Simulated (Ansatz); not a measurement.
Given this structure:

```yaml
crystal:
  lattice:
    - [4.53464, 0.00000, 0.00000]
    - [0.00000, 4.53464, 0.00000]
    - [0.00000, 0.00000, 4.39238]
  atoms:
    - { symbol: Al, position: [0.00000, 0.00000, 0.00000] }
    - { symbol: Ga, position: [0.50000, 0.50000, 0.00000] }
    - { symbol: Ga, position: [0.50000, 0.00000, 0.50000] }
    - { symbol: Ga, position: [0.00000, 0.50000, 0.50000] }
    - { symbol: N, position: [0.75489, 0.75489, 0.24471] }
    - { symbol: N, position: [0.75489, 0.24511, 0.75529] }
    - { symbol: N, position: [0.24511, 0.75489, 0.75529] }
    - { symbol: N, position: [0.24511, 0.24511, 0.24471] }
```

What would you see if this were drawn?

Formula: AlGa$_{3}$N$_{4}$. It is primitive tetragonal, space group P-42m (No. 111). Content of the cell: 1 Al, 3 Ga, 4 N (Z = 1). Al bonds to four N in a tetrahedral arrangement at 1.90 Å. Ga is linked to four N in a tetrahedral arrangement at 1.96 Å. The N atoms are each bonded to three Ga and one Al in a tetrahedral arrangement (1.96 Å to Ga, 1.90 Å to Al). The bonds build a three-dimensional framework.

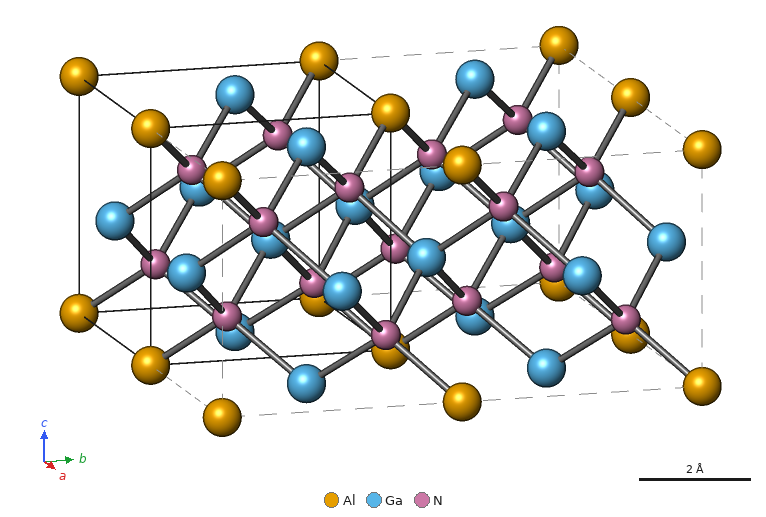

A ball-and-stick rendering, viewed slightly off an axis. A block of 2×2×1 cells is shown, with one conventional unit cell in solid outline.

The model was built from a structure listed in the Materials Project. The cell was then strained or its atoms displaced on purpose. An electronic-structure calculation with Ansatz was run on it.
